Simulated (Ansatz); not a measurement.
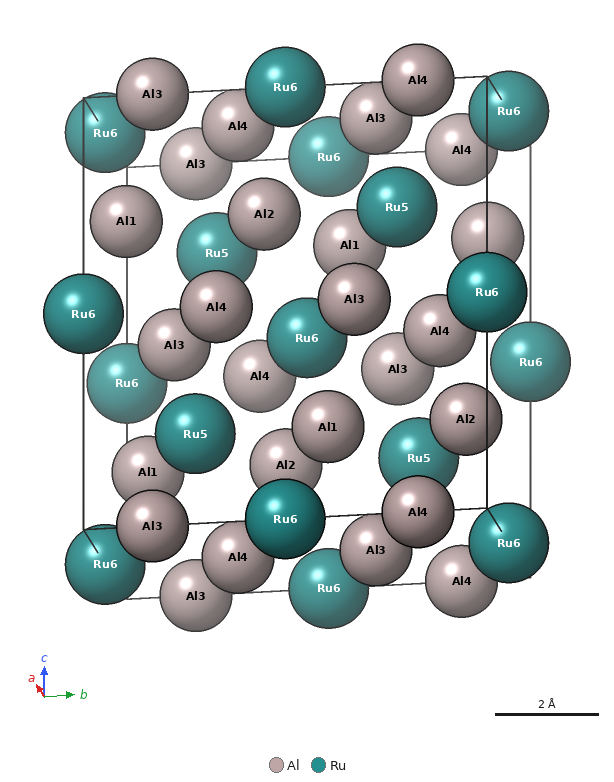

Fig. 1: The structure as given in the input (spheres-only view of the cell 4 times as large as that of the calculation, set on its symmetry axes, seen at an oblique angle; atoms are numbered from 1 in the order of the input). An atom can appear more than once, as a periodic image.

## Al₂Ru: one change and its effect

System: Al₂Ru (6 atoms in the cell).
Method of run A: DFT PBEsol, scalar-relativistic, plane waves, PAW, no spin polarisation (Ansatz 0.2.0).

The structure derives from a Materials Project entry. Text and figures count atoms from 1; the logs count them from 0 in places.

Input, run A:
```yaml
crystal:
  lattice:
    - [0.0, 3.9898374997, 4.3915250777]
    - [2.3524746913, 0.0, 4.3915250777]
    - [2.3524746913, 3.9898374997, 0.0]
  atoms:
    - { symbol: Al, position: [0.07906103, 0.42093897, 0.07906103] }
    - { symbol: Al, position: [0.42093897, 0.07906103, 0.42093897] }
    - { symbol: Al, position: [0.17093897, 0.82906103, 0.17093897] }
    - { symbol: Al, position: [0.82906103, 0.17093897, 0.82906103] }
    - { symbol: Ru, position: [0.75, 0.75, 0.75] }
    - { symbol: Ru, position: [0.5, 0.5, 0.5] }
basis:
  ecutwfc: 420
kpoints:
  mp_grid: { grid: [1, 1, 1] }
hamiltonian:
  xc: pbesol
scf:
  occupations: { method: gaussian, width: 0.01 }
output:
  forces: true
  stress: true
  eigenvalues: true
```

Launched with:
```bash
ansatz run input.yaml --threads 1 --pin off --max-ram 2560MiB --backend cpu --events-out ev --progress --plain --runs-dir out
```

Hardware: 1 thread of Intel Xeon @ 2.50GHz (Skylake/Cascade Lake), 189 GiB of memory available, shared host.

Output, shortened to warnings, some set-up lines, iterations and results (run A):
```
Basis set: ecut = 420 eV, 1625 PW (Γ), exchange–correlation on 80×72×64 points (8 copies of the dense FFT grid, shifted against one another)
Symmetry: 8 space group operations
k-points: 1
Initial density: superposition of atomic densities (neutral atoms: chi_scale 0, normalization atom), corrected by the library's trained network
[...]
SCF iter   1: F=—  HF=-13729.825963 eV  |F-HF|=—  |Δ(HF+E_count)|=         —  Δρ=6.84e-2  dr2=5.58e0  ethr=1.77e-3  ⟨swp⟩=6.0  Hψ=115  notcnv=0
SCF iter   2: F=—  HF=-13728.838550 eV  |F-HF|=—  |Δ(HF+E_count)|=   9.87e-1  Δρ=2.02e-2  dr2=3.55e-1  ethr=1.77e-3  ⟨swp⟩=2.0  Hψ=52  notcnv=0  defer=1
SCF iter   3: F=—  HF=-13728.761802 eV  |F-HF|=—  |Δ(HF+E_count)|=   7.67e-2  Δρ=4.14e-3  dr2=8.22e-3  ethr=8.08e-4  ⟨swp⟩=2.0  Hψ=41  notcnv=0  defer=1
SCF iter   4: F=—  HF=-13728.760776 eV  |F-HF|=—  |Δ(HF+E_count)|=   1.03e-3  Δρ=5.50e-4  dr2=1.97e-4  ethr=1.87e-5  ⟨swp⟩=3.0  Hψ=61  notcnv=0  defer=1
SCF iter   5: F=—  HF=-13728.760732 eV  |F-HF|=—  |Δ(HF+E_count)|=   4.43e-5  Δρ=1.12e-4  dr2=5.79e-6  ethr=4.47e-7  ⟨swp⟩=2.0  Hψ=40  notcnv=0
SCF iter   6: F=—  HF=-13728.760698 eV  |F-HF|=—  |Δ(HF+E_count)|=   3.43e-5  Δρ=1.97e-5  dr2=1.81e-7  ethr=1.32e-8  ⟨swp⟩=2.0  Hψ=35  notcnv=0
SCF iter   7: F=-13728.760698 eV  HF=-13728.760698 eV  |F-HF|=7.46e-11  |Δ(HF+E_count)|=   2.99e-8  Δρ=2.15e-6  dr2=1.52e-9  ethr=2.27e-10  ⟨swp⟩=4.0  Hψ=96  notcnv=0
SCF 1 converged in 7 iterations: F = -13728.760698 eV  dr2 = 1.52e-9
SCF converged after 7 iterations
Free energy (F): -13728.760698 eV
Harris-Foulkes:  -13728.760698 eV  (|F-HF|=7.46e-11)
Internal energy: -13728.760698 eV  (E = F + TS)
E sigma→0 (E₀):  -13728.760698 eV
Fermi energy:    14.878079 eV
--- Per-component energies (eV) ---
  E_band       = -306.060625
  E_kinetic    = 1133.841457
  E_local      = -4173.898671  (includes V_loc(G=0)·N_el)
  E_nonlocal   = 727.613101
  E_hartree    = 1531.796932
  E_xc         = -540.705450
  E_vxc        = -599.381748  (∫ρ·V_xc dr)
  E_paw        = -8618.082996  (= ΣΔE_a)
  E_vpaw       = -457.829971  (= ΣTr[D̂ρ^β])
  E_aug_tail   = -0.000401  (compensation charges beyond the density's cutoff)
  E_ewald      = -3789.907819
  E_core_change = 0.583148  (= ΣΔE_core)
  E_smearing   = -0.000000  (= −TS)
  E_closure    = 0.000000  (closes the sum)
  Σ components = -13728.760698   (vs F -13728.760698, Δ=0.00e0)
--- Forces (eV/Å), atoms counted from 1 ---
  atom   1  Al     0.00000000     0.52034294     0.00000000
  atom   2  Al     0.00000000    -0.52034294     0.00000000
  atom   3  Al     0.00000000    -0.52034294     0.00000000
  atom   4  Al    -0.00000000     0.52034294     0.00000000
  atom   5  Ru     0.00000000     0.00000000     0.00000000
  atom   6  Ru    -0.00000000     0.00000000     0.00000000
  max |Σ_I F_I| component: 2.58e-26 eV/Å
--- Stress (GPa, compression-positive) ---
       -4.055877       0.000000       0.000000
        0.000000      18.813611       0.000000
        0.000000       0.000000      -9.118774
  P = ⅓ Tr σ = 1.8797 GPa (18.797 kbar)
```

The input of run B differs as follows (lines with − go, lines with + come):
```diff
-  mp_grid: { grid: [1, 1, 1] }
+  mp_grid: { grid: [4, 4, 4], shift: [0.5, 0.5, 0.5] }
```

Predict how the results change.

The free energy of run B is 1093.0 meV per atom lower, which measures how much it depends on this numerical setting. The gap on the mesh goes from 1.10 to 0.83 eV. The pressure goes from 1.88 to −0.53 GPa. The largest force goes from 0.520 to 0.017 eV/Å. The SCF takes 6 iterations against 7. The irreducible k-points go from 1 to 32.

Output, shortened to warnings, some set-up lines, iterations and results (run B):
```
Warning: crystal.symmetry: narrowed to the stabiliser of the k-point mesh — unitary ops 8 → 2; excluded 6 operations that carry a point of the 4×4×4 mesh (shift [0.5, 0.5, 0.5]) off the mesh (the run samples exactly the mesh kpoints.mp_grid names, as under crystal.symmetry.detect: false, and its converged state has the mesh's symmetry, not the crystal's; ε∞, the Born charges and the force …
Basis set: ecut = 420 eV, 1625 PW (Γ), exchange–correlation on 80×72×64 points (8 copies of the dense FFT grid, shifted against one another)
Symmetry: 2 space group operations
k-points: 32 of 64
Initial density: superposition of atomic densities (neutral atoms: chi_scale 0, normalization atom), corrected by the library's trained network
[...]
SCF iter   1: F=—  HF=-13735.325020 eV  |F-HF|=—  |Δ(HF+E_count)|=         —  Δρ=6.58e-3  dr2=3.89e-2  ethr=1.77e-3  ⟨swp⟩=7.2  Hψ=4322  notcnv=0
SCF iter   2: F=—  HF=-13735.318497 eV  |F-HF|=—  |Δ(HF+E_count)|=   6.52e-3  Δρ=1.90e-3  dr2=1.40e-3  ethr=8.83e-5  ⟨swp⟩=3.0  Hψ=1752  notcnv=0  defer=43
SCF iter   3: F=—  HF=-13735.318412 eV  |F-HF|=—  |Δ(HF+E_count)|=   8.51e-5  Δρ=6.07e-4  dr2=9.04e-5  ethr=3.19e-6  ⟨swp⟩=2.2  Hψ=1408  notcnv=0  defer=11
SCF iter   4: F=—  HF=-13735.318401 eV  |F-HF|=—  |Δ(HF+E_count)|=   1.11e-5  Δρ=4.47e-5  dr2=2.96e-6  ethr=2.05e-7  ⟨swp⟩=2.1  Hψ=1256  notcnv=0  defer=11
SCF iter   5: F=—  HF=-13735.318400 eV  |F-HF|=—  |Δ(HF+E_count)|=   7.23e-7  Δρ=1.90e-5  dr2=4.47e-7  ethr=6.73e-9  ⟨swp⟩=2.0  Hψ=1303  notcnv=0  defer=11
SCF iter   6: F=-13735.318400 eV  HF=-13735.318400 eV  |F-HF|=4.58e-10  |Δ(HF+E_count)|=   1.04e-7  Δρ=6.26e-6  dr2=1.25e-8  ethr=2.27e-10  ⟨swp⟩=5.3  Hψ=3191  notcnv=0
SCF 1 converged in 6 iterations: F = -13735.318400 eV  dr2 = 1.25e-8
SCF converged after 6 iterations
Free energy (F): -13735.318400 eV
Harris-Foulkes:  -13735.318400 eV  (|F-HF|=4.58e-10)
Internal energy: -13735.318400 eV  (E = F + TS)
E sigma→0 (E₀):  -13735.318400 eV
Fermi energy:    13.800370 eV
--- Per-component energies (eV) ---
  E_band       = -290.510550
  E_kinetic    = 1133.431504
  E_local      = -4206.593471  (includes V_loc(G=0)·N_el)
  E_nonlocal   = 732.885127
  E_hartree    = 1556.374165
  E_xc         = -542.023146
  E_vxc        = -601.046965  (∫ρ·V_xc dr)
  E_paw        = -8620.067508  (= ΣΔE_a)
  E_vpaw       = -461.937377  (= ΣTr[D̂ρ^β])
  E_aug_tail   = -0.000401  (compensation charges beyond the density's cutoff)
  E_ewald      = -3789.907819
  E_core_change = 0.583148  (= ΣΔE_core)
  E_smearing   = -0.000000  (= −TS)
  E_closure    = -0.000000  (closes the sum)
  Σ components = -13735.318400   (vs F -13735.318400, Δ=0.00e0)
--- Forces (eV/Å), atoms counted from 1 ---
  atom   1  Al     0.00385926    -0.01624835     0.00365222
  atom   2  Al    -0.00167162     0.01660587     0.00193559
  atom   3  Al    -0.00385926     0.01624835    -0.00365222
  atom   4  Al     0.00167162    -0.01660587    -0.00193559
  atom   5  Ru     0.00534600     0.00410691    -0.00303249
  atom   6  Ru    -0.00534600    -0.00410691     0.00303249
  max |Σ_I F_I| component: 4.34e-19 eV/Å
--- Stress (GPa, compression-positive) ---
       -0.483316       0.047722       0.015345
        0.047722      -0.407282       0.012487
        0.015345       0.012488      -0.711883
  P = ⅓ Tr σ = -0.5342 GPa (-5.342 kbar)
```

The two runs side by side:

| quantity | run A | run B |
| --- | --- | --- |
| outcome | converged | converged |
| free energy per atom (eV) | −2288.1268 | −2289.2197 |
| gap on the mesh (eV) | 1.10 | 0.83 |
| pressure (GPa) | 1.88 | −0.53 |
| largest force (eV/Å) | 0.520 | 0.017 |
| SCF iterations | 7 | 6 |
| irreducible k-points | 1 | 32 |
| plane waves at Γ | 1625 | 1625 |
| wall time (shared host) | 2 s | 8.4 s |

For run A: So coarse a mesh can miss the band edges, so the true gap of this method can be much smaller, or zero. The k-point mesh is coarse for a cell of this size, so the results may not be converged. For run B: Warnings: the k-point mesh lowers the symmetry that the run can use.
